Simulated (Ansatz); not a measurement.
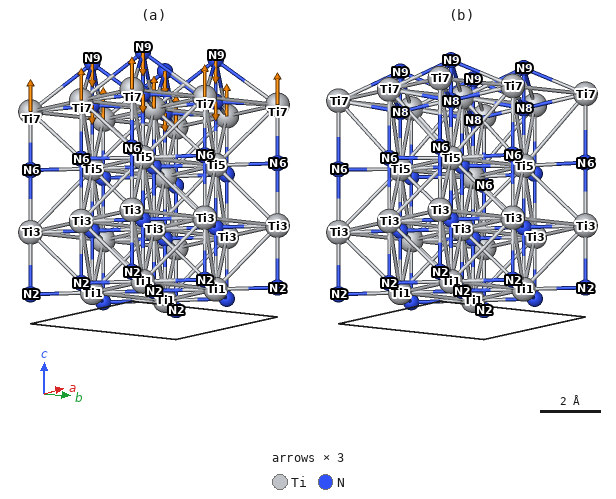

The structure of a slab of composition Ti4N5 (cut from the Fm-3m phase) before (left) and after (right) a constrained relaxation, at one scale. The orange arrows give the displacements, 3 times their true length.

The picture is a ball-and-stick view of the 2 × 2 repeat of the cell, outlined in the plane, without the vacuum, seen from a free direction.

Case: N put at a top N site. The slab is the (1 0 0) face of TiN with N on it. 4 atoms are held fixed.

Computed with Ansatz 0.2.0, DFT PBEsol, scalar-relativistic, plane waves, PAW. (plane-wave cutoff 420 eV; k-point mesh 10 × 10 × 1; occupations gaussian; smearing width 0.1 eV; no spin polarisation; dipole correction; atoms relaxed in a fixed cell; force threshold 0.03 eV/Å; at most 70 steps)

### Summarise the run.

After 5 accepted moves (6 points after the start) the energy has fallen by 1.213 eV per cell of the calculation. The largest force component goes from 4.1 to 0.02 eV/Å. 1 step only repeated the SCF at the same geometry. The largest move is that of a Ti atom, 0.37 Å along the normal (+c). Largest moves by element: Ti 0.37 Å, N 0.28 Å. The cell doesn't change. Among the contacts that change: N–Ti 1.981 → 2.328 Å, N–Ti 2.630 → 2.299 Å, Ti–Ti 2.897 → 3.178 Å, N–Ti 2.155 → 1.948 Å. Bond angles that change, for instance: Ti–N–Ti 106.1° → 132.2°, Ti–N–Ti 85.6° → 101.7°, Ti–N–N 94.4° → 78.3°. The run took 81 s on 2 threads of Arm Neoverse V2 (shared host), peak memory 0.52 GiB.

Limits of the set-up: the cell has an odd number of electrons but was run without spin polarisation; the periodic images lie only 3.0 Å apart, so the values are limited by the cell's size.
